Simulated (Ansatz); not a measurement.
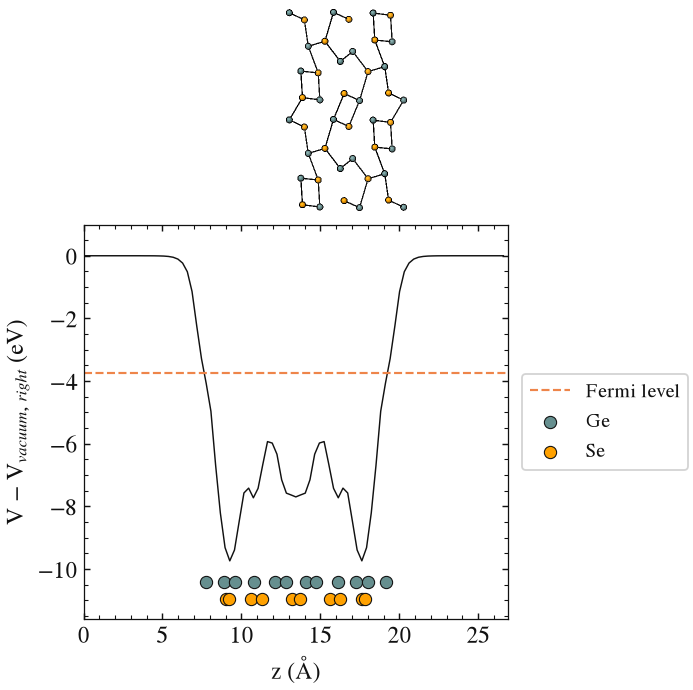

Plane-averaged electrostatic potential energy of an electron across the slab; circles at the bottom mark the heights of the atoms (positions after relaxation). The structure is drawn too.

Calculation on a (001) slab cut from GeSe (Pnma), of composition Ge6Se5 (not the bulk's), ended by Ge planes, 22 atoms in the cell.

Ansatz; DFT PBEsol, scalar-relativistic, plane waves, PAW, no spin polarisation, 9×4×1 k mesh, 420 eV cutoff, Gaussian smearing of 0.05 eV.

**What is the work function?**

The work function is 3.74 eV, the same on both faces. The two vacuum levels agree, so the slab has no net dipole along its normal.

**How thick are slab and vacuum?**

The outermost atoms are 11.4 Å apart, which leaves 15.5 Å of vacuum in a cell 26.9 Å high.
